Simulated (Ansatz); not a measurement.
## InAs: a changed input and its effect

System: InAs (F-43m, 2 atoms in the cell).
Method of run A: Kohn-Sham DFT of a periodic cell, wPBEh, Ansatz PAW, no spin polarisation (Ansatz 0.2.0).

The structure derives from an entry of the Crystallography Open Database. Text and figures count atoms from 1; the logs count them from 0 in places.

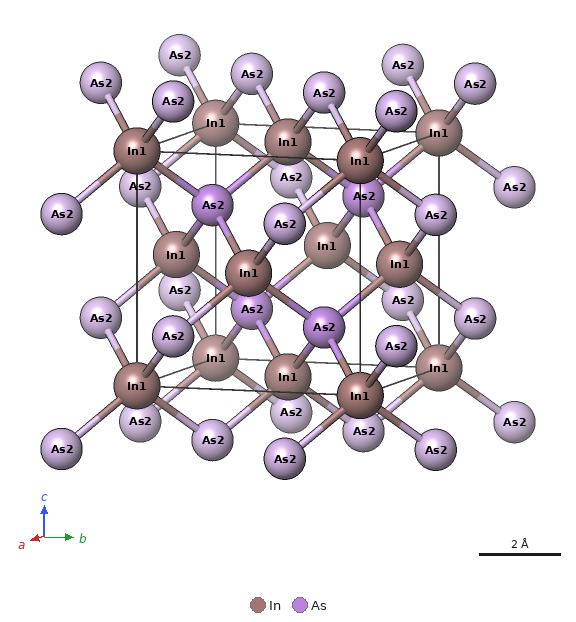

Figure 1. The structure (ball-and-stick view of the cell 4 times as large as that of the calculation, set on its symmetry axes, seen slightly off an axis; neighbours outside the cell are drawn fainter; atoms are numbered from 1 in the order of the input). Near neighbours in the crystal (not all of them lie inside the picture): In has 4 As at 2.56 Å; As has 4 In at 2.56 Å.

The input, run A:
```yaml
crystal:
  lattice:
    - [0.0, 2.9563908761, 2.9563908761]
    - [2.9563908761, 0.0, 2.9563908761]
    - [2.9563908761, 2.9563908761, 0.0]
  atoms:
    - { symbol: In, position: [0.0, 0.0, 0.0] }
    - { symbol: As, position: [0.75, 0.75, 0.75] }
hamiltonian:
  xc: wpbeh
  pseudopotentials: { kind: paw }
kpoints:
  mp_grid: { grid: [4, 4, 4] }
scf:
  occupations: { method: fermi_dirac, width: 0.05 }
output:
  forces: true
  stress: true
  eigenvalues: true
```

Command:
```bash
ansatz run input.yaml --threads 2 --pin off --max-ram 5632MiB --backend cpu --events-out ev --progress --plain --runs-dir out
```

Hardware: 2 threads of Arm Neoverse V2, 24 GiB of memory available, shared host.

Output, shortened to warnings, some set-up lines, iterations and results (run A):
```
Warning: output.stress: scf.convergence.dr2_threshold = 1e-7 eV (the SCF's general default) is looser than the 2e-10 eV advised for a printed stress (1e-10 eV for each atom of the cell: 2). What an SCF threshold leaves in a stress goes as its square root, and in the free energy as the threshold itself, and one threshold admits the most on a small cell: of the crystals measured, under no hybrid …
Warning: output.stress: scf.exx.energy_threshold = 1e-6 eV is looser than the 2e-8 eV advised for a stress under a hybrid functional (1e-8 eV for each atom of the cell: 2). Every SCF of the exchange loop can meet its threshold on dr2 while the loop round them stops early: no threshold on dr2 bounds what that leaves in the stress. Set scf.exx.energy_threshold to 2e-8 eV or tighter. The threshold …
Basis set: ecut = 420 eV, 965 PW (Γ), exchange–correlation on 60×60×60 points (8 copies of the dense FFT grid, shifted against one another)
Symmetry: 24 space group operations
k-points: 8 of 64 (time reversal used)
Initial density: superposition of atomic densities (neutral atoms: chi_scale 0, normalization atom), corrected by the library's trained network
[...]
SCF iter   1: F=—  HF=-10451.032503 eV  |F-HF|=—  |Δ(HF+E_count)|=         —  Δρ=1.22e-3  dr2=1.08e-3  ethr=1.77e-3  ⟨swp⟩=6.5  Hψ=625  notcnv=0
SCF iter   2: F=—  HF=-10451.031052 eV  |F-HF|=—  |Δ(HF+E_count)|=   1.45e-3  Δρ=5.82e-4  dr2=1.86e-4  ethr=3.86e-6  ⟨swp⟩=4.9  Hψ=476  notcnv=0
SCF iter   3: F=—  HF=-10451.030998 eV  |F-HF|=—  |Δ(HF+E_count)|=   5.43e-5  Δρ=2.10e-4  dr2=1.35e-5  ethr=4.87e-8  ⟨swp⟩=3.5  Hψ=633  notcnv=0
SCF iter   4: F=—  HF=-10451.031002 eV  |F-HF|=—  |Δ(HF+E_count)|=   3.53e-6  Δρ=8.16e-5  dr2=1.68e-6  ethr=4.82e-8  ⟨swp⟩=2.6  Hψ=263  notcnv=0
SCF iter   5: F=—  HF=-10451.031003 eV  |F-HF|=—  |Δ(HF+E_count)|=   9.15e-7  Δρ=1.28e-5  dr2=3.33e-8  ethr=6.00e-9  ⟨swp⟩=3.9  Hψ=339  notcnv=0
[... 9 lines ...]
SCF iter   1: F=—  HF=-10456.308088 eV  |F-HF|=—  |Δ(HF+E_count)|=         —  Δρ=6.54e-5  dr2=1.22e-6  ethr=1.00e-6  ⟨swp⟩=4.2  Hψ=331  notcnv=0
SCF iter   2: F=—  HF=-10456.308089 eV  |F-HF|=—  |Δ(HF+E_count)|=   7.48e-7  Δρ=3.23e-5  dr2=3.47e-7  ethr=4.07e-9  ⟨swp⟩=4.0  Hψ=461  notcnv=0
SCF iter   3: F=—  HF=-10456.308089 eV  |F-HF|=—  |Δ(HF+E_count)|=   4.51e-8  Δρ=6.99e-6  dr2=6.35e-8  ethr=1.23e-9  ⟨swp⟩=3.0  Hψ=287  notcnv=0
SCF iter   4: F=-10456.308089 eV  HF=-10456.308089 eV  |F-HF|=3.45e-9  |Δ(HF+E_count)|=   2.76e-8  Δρ=2.93e-6  dr2=5.17e-9  ethr=2.00e-10  ⟨swp⟩=3.5  Hψ=327  notcnv=0  defer=1
SCF 3 converged in 4 iterations: F = -10456.308089 eV  dr2 = 5.17e-9
  Residual-converged pass: ⟨swp⟩=3.2  Hψ=367  notcnv=0  max |occ|·‖R‖ = 2.2e-6 eV (tolerance 2.4e-6 eV)  dr2=4.47e-9  dr2_onsite=7.81e-10  max |Δocc| = 3.6e-15
hybrid outer 2: dexx = +4.775e-7 eV, tail = 2.37e-8 eV, Δε = 3.99e-3 eV (about 1.65e-4 eV left of the loop's levels)
hybrid SCF converged: 2 outer / 9 inner (+7 warm-up), last move |dexx| = 4.77e-7 eV, tail = 2.37e-8 eV
Stability not checked: this state was not tested for a lower state beside it, because the functional holds exact exchange (a hybrid, or Hartree-Fock), whose exchange loop this test does not read (fock_operator; see scf.lower_state_search)
Free energy (F): -10456.308089 eV
Frozen-core exchange: fock
Harris-Foulkes:  -10456.308089 eV  (|F-HF|=3.45e-9)
Internal energy: -10456.308082 eV  (E = F + TS)
E sigma→0 (E₀):  -10456.308085 eV
Entropy (-TS):   -0.000007 eV (-0.004 meV/atom)
Fermi energy:    8.911712 eV
--- Per-component energies (eV) ---
  E_band       = -353.474148
  E_kinetic    = 349.430594
  E_local      = -3186.749784  (includes V_loc(G=0)·N_el)
  E_nonlocal   = -303.139016
  E_hartree    = 1554.411198
  E_xc         = -235.655169
  E_vxc        = -143.829653  (∫ρ·V_xc dr)
  E_exx        = -93.813211  (= α·E_x^exact, valence–valence)
  E_paw        = -5959.934938  (= ΣΔE_a)
  E_vpaw       = 9.621114  (= ΣTr[D̂ρ^β])
  E_aug_tail   = 0.000034  (compensation charges beyond the density's cutoff)
  E_ewald      = -2580.476995
  E_core_change = -0.380783  (= ΣΔE_core)
  E_smearing   = -0.000007  (= −TS)
  E_closure    = -0.000012  (closes the sum)
  Σ components = -10456.308089   (vs F -10456.308089, Δ=-1.82e-12)
--- Forces (eV/Å), atoms counted from 1 ---
  atom   1  In    -0.00000000     0.00000000    -0.00000000
  atom   2  As     0.00000000     0.00000000     0.00000000
  max |Σ_I F_I| component: 2.33e-16 eV/Å
--- Stress (GPa, compression-positive) ---
        7.719335      -0.000000      -0.000000
        0.000000       7.719335       0.000000
       -0.000000       0.000000       7.719335
  P = ⅓ Tr σ = 7.7193 GPa (77.193 kbar)
```

The input of run B differs as follows (lines with − go, lines with + come):
```diff
-    - [0.0, 2.9563908761, 2.9563908761]
-    - [2.9563908761, 0.0, 2.9563908761]
-    - [2.9563908761, 2.9563908761, 0.0]
+    - [0.0, 2.9772112161, 2.9772112161]
+    - [2.9772112161, 0.0, 2.9772112161]
+    - [2.9772112161, 2.9772112161, 0.0]
```

How does run B compare with run A?

With the same functional and potentials, run B lies 23.3 meV per atom lower. The gap on the mesh goes from 0.89 to 0.77 eV. The pressure goes from 7.72 to 5.87 GPa. The volume per atom goes from 25.84 to 26.39 Å³. The cell is scaled evenly with the atoms at fixed fractional positions, so −ΔP/Δ ln V estimates the bulk modulus midway between the two volumes: about 88 GPa. The SCF takes 18 iterations against 16. The plane waves at Γ go from 965 to 1037.

Output, shortened to warnings, some set-up lines, iterations and results (run B):
```
Warning: output.stress: scf.convergence.dr2_threshold = 1e-7 eV (the SCF's general default) is looser than the 2e-10 eV advised for a printed stress (1e-10 eV for each atom of the cell: 2). What an SCF threshold leaves in a stress goes as its square root, and in the free energy as the threshold itself, and one threshold admits the most on a small cell: of the crystals measured, under no hybrid …
Warning: output.stress: scf.exx.energy_threshold = 1e-6 eV is looser than the 2e-8 eV advised for a stress under a hybrid functional (1e-8 eV for each atom of the cell: 2). Every SCF of the exchange loop can meet its threshold on dr2 while the loop round them stops early: no threshold on dr2 bounds what that leaves in the stress. Set scf.exx.energy_threshold to 2e-8 eV or tighter. The threshold …
Basis set: ecut = 420 eV, 1037 PW (Γ), exchange–correlation on 60×60×60 points (8 copies of the dense FFT grid, shifted against one another)
Symmetry: 24 space group operations
k-points: 8 of 64 (time reversal used)
Initial density: superposition of atomic densities (neutral atoms: chi_scale 0, normalization atom), corrected by the library's trained network
[...]
SCF iter   1: F=—  HF=-10451.095735 eV  |F-HF|=—  |Δ(HF+E_count)|=         —  Δρ=1.50e-3  dr2=1.80e-3  ethr=1.77e-3  ⟨swp⟩=6.6  Hψ=627  notcnv=0
SCF iter   2: F=—  HF=-10451.094096 eV  |F-HF|=—  |Δ(HF+E_count)|=   1.64e-3  Δρ=7.06e-4  dr2=2.33e-4  ethr=6.43e-6  ⟨swp⟩=5.0  Hψ=462  notcnv=0
SCF iter   3: F=—  HF=-10451.094030 eV  |F-HF|=—  |Δ(HF+E_count)|=   6.63e-5  Δρ=2.80e-4  dr2=2.42e-5  ethr=8.33e-7  ⟨swp⟩=3.6  Hψ=296  notcnv=0
SCF iter   4: F=—  HF=-10451.094039 eV  |F-HF|=—  |Δ(HF+E_count)|=   9.12e-6  Δρ=9.91e-5  dr2=2.36e-6  ethr=8.63e-9  ⟨swp⟩=3.6  Hψ=618  notcnv=0
SCF iter   5: F=—  HF=-10451.094039 eV  |F-HF|=—  |Δ(HF+E_count)|=   1.89e-7  Δρ=1.51e-5  dr2=4.79e-8  ethr=8.45e-9  ⟨swp⟩=3.0  Hψ=349  notcnv=0
[... 11 lines ...]
SCF iter   2: F=—  HF=-10456.354656 eV  |F-HF|=—  |Δ(HF+E_count)|=   1.13e-6  Δρ=2.27e-5  dr2=2.28e-7  ethr=1.88e-9  ⟨swp⟩=4.0  Hψ=497  notcnv=0
SCF iter   3: F=—  HF=-10456.354656 eV  |F-HF|=—  |Δ(HF+E_count)|=   6.17e-8  Δρ=5.55e-6  dr2=9.24e-8  ethr=4.73e-10  ⟨swp⟩=3.0  Hψ=316  notcnv=0
SCF iter   4: F=—  HF=-10456.354657 eV  |F-HF|=—  |Δ(HF+E_count)|=   6.02e-7  Δρ=9.96e-6  dr2=4.97e-8  ethr=2.89e-11  ⟨swp⟩=5.0  Hψ=550  notcnv=0
SCF iter   5: F=-10456.354657 eV  HF=-10456.354657 eV  |F-HF|=3.07e-9  |Δ(HF+E_count)|=   1.91e-8  Δρ=2.31e-6  dr2=3.02e-9  ethr=2.89e-11  ⟨swp⟩=4.0  Hψ=356  notcnv=0
SCF 3 converged in 5 iterations: F = -10456.354657 eV  dr2 = 3.02e-9
  Residual-converged pass: ⟨swp⟩=3.0  Hψ=301  notcnv=0  max |occ|·‖R‖ = 2.4e-6 eV (tolerance 2.4e-6 eV)  dr2=3.02e-9  dr2_onsite=3.84e-9  max |Δocc| = 3.5e-15
hybrid outer 2: dexx = +7.029e-7 eV, tail = 2.97e-8 eV, Δε = 2.01e-3 eV (about 8.35e-5 eV left of the loop's levels)
hybrid SCF converged: 2 outer / 11 inner (+7 warm-up), last move |dexx| = 7.03e-7 eV, tail = 2.97e-8 eV
Stability not checked: this state was not tested for a lower state beside it, because the functional holds exact exchange (a hybrid, or Hartree-Fock), whose exchange loop this test does not read (fock_operator; see scf.lower_state_search)
Free energy (F): -10456.354657 eV
Frozen-core exchange: fock
Harris-Foulkes:  -10456.354657 eV  (|F-HF|=3.07e-9)
Internal energy: -10456.354635 eV  (E = F + TS)
E sigma→0 (E₀):  -10456.354646 eV
Entropy (-TS):   -0.000022 eV (-0.011 meV/atom)
Fermi energy:    8.548482 eV
--- Per-component energies (eV) ---
  E_band       = -360.591759
  E_kinetic    = 348.712754
  E_local      = -3215.286090  (includes V_loc(G=0)·N_el)
  E_nonlocal   = -303.156076
  E_hartree    = 1565.269630
  E_xc         = -235.395341
  E_vxc        = -143.490035  (∫ρ·V_xc dr)
  E_exx        = -93.741624  (= α·E_x^exact, valence–valence)
  E_paw        = -5959.946031  (= ΣΔE_a)
  E_vpaw       = 9.570029  (= ΣTr[D̂ρ^β])
  E_aug_tail   = 0.000035  (compensation charges beyond the density's cutoff)
  E_ewald      = -2562.431111
  E_core_change = -0.380783  (= ΣΔE_core)
  E_smearing   = -0.000022  (= −TS)
  E_closure    = 0.000004  (closes the sum)
  Σ components = -10456.354657   (vs F -10456.354657, Δ=1.82e-12)
--- Forces (eV/Å), atoms counted from 1 ---
  atom   1  In    -0.00000000     0.00000000     0.00000000
  atom   2  As     0.00000000    -0.00000000    -0.00000000
  max |Σ_I F_I| component: 2.52e-16 eV/Å
--- Stress (GPa, compression-positive) ---
        5.869396       0.000000      -0.000000
       -0.000000       5.869396       0.000000
       -0.000000       0.000000       5.869396
  P = ⅓ Tr σ = 5.8694 GPa (58.694 kbar)
```

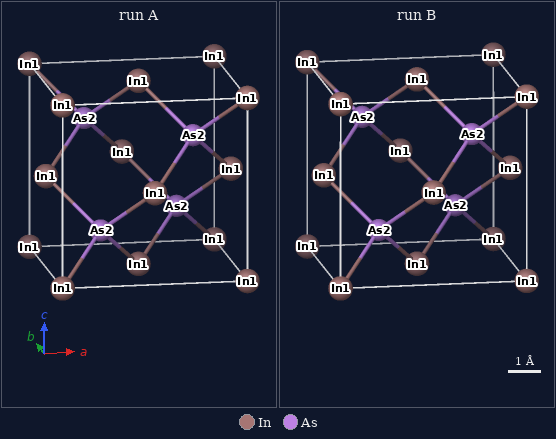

Figure 2. The two input geometries at one scale (ball-and-stick view of the cell 4 times as large as that of the calculation, set on its symmetry axes, seen slightly off an axis). The atoms keep their places relative to the cell (all moves are under 0.005 Å). The drawn cell changes as follows: a = b = c 5.913 → 5.954 Å (+0.7 %); the volume changes by +2.1 %. Among the contacts that change: In1–As2 2.560 → 2.578 Å.

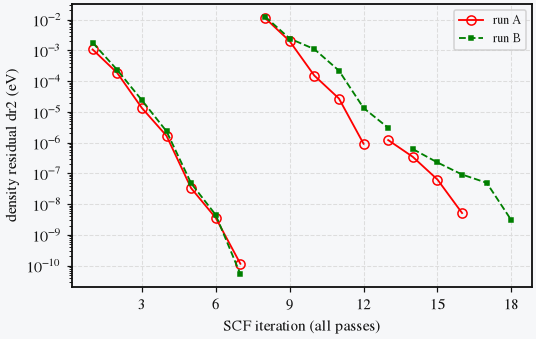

Figure 3. Convergence of the two runs: density residual dr2 against the SCF iteration. A break in a curve parts two SCF passes. Run A takes 16 iterations in all, and run B takes 18.

The two runs side by side:

| quantity | run A | run B |
| --- | --- | --- |
| outcome | converged | converged |
| free energy per atom (eV) | −5228.1540 | −5228.1773 |
| gap on the mesh (eV) | 0.89 | 0.77 |
| pressure (GPa) | 7.72 | 5.87 |
| volume per atom (Å³) | 25.84 | 26.39 |
| largest force (eV/Å) | 0.000 | 0.000 |
| SCF iterations | 16 | 18 |
| irreducible k-points | 8 | 8 |
| plane waves at Γ | 965 | 1037 |
| wall time (shared host) | 9.7 s | 9.8 s |

For both runs: Warnings: the exchange loop's threshold is looser than advised for the stress; the SCF threshold is looser than advised for the printed stress. For run A: The cell is under a pressure of 7.7 GPa at this level, so it is not at its equilibrium volume. For run B: The cell is under a pressure of 5.9 GPa at this level, so it is not at its equilibrium volume.
